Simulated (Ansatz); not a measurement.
Take the following structure.

```cif
data_structure
_symmetry_space_group_name_H-M 'P -4 3 m'
_symmetry_Int_Tables_number 215
_cell_length_a 4.4070
_cell_length_b 4.4070
_cell_length_c 4.4070
_cell_angle_alpha 90.000
_cell_angle_beta 90.000
_cell_angle_gamma 90.000
_cell_volume 85.59
loop_
_atom_site_label
_atom_site_type_symbol
_atom_site_symmetry_multiplicity
_atom_site_Wyckoff_symbol
_atom_site_fract_x
_atom_site_fract_y
_atom_site_fract_z
_atom_site_occupancy
Al1 Al 3 c 0.50000 0.50000 0.00000 1
Ga1 Ga 1 a 0.00000 0.00000 0.00000 1
N1 N 4 e 0.74471 0.74471 0.25529 1
```

Work out the structure from the coordinates.

Answer. The structure is one of Al₃GaN₄. Its lattice is primitive cubic, its space group P-43m (No. 215). It has 8 atoms to the cell (3 Al, 1 Ga, 4 N). The polyhedra are GaN4 tetrahedra; they share no atoms with one another. Each Al has four N in a tetrahedral arrangement at 1.90 Å. The neighbours of Ga are four N in a tetrahedral arrangement at 1.95 Å. Each N atom is coordinated by three Al and one Ga in a tetrahedral arrangement (1.90 Å to Al, 1.95 Å to Ga). The bonds build a three-dimensional framework.

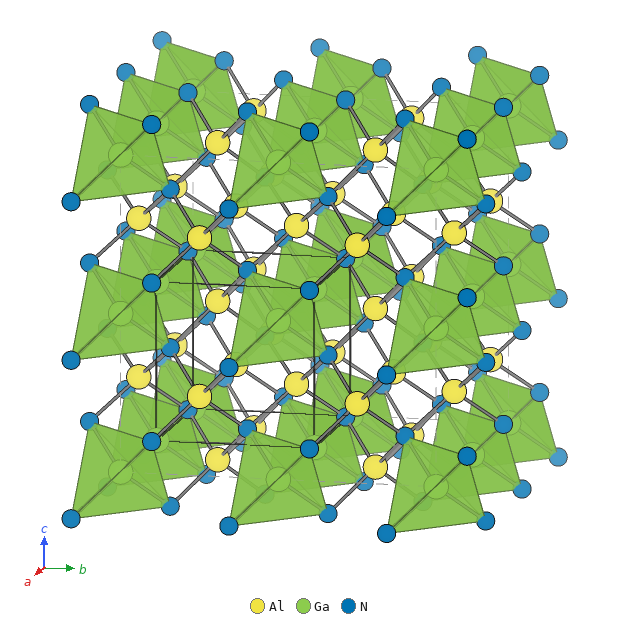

Crystal structure, polyhedral style, seen slightly off an axis. A 2×2×2 array of cells is drawn; the conventional unit cell has the solid edges. A few atoms beyond the faces are included.

The structure comes from a structure listed in the Materials Project. Earlier steps of the study, as a rule a relaxation of our own, may have changed the cell and positions, so they can lie some per cent off the listed ones. It was run through Ansatz as a DFT input.
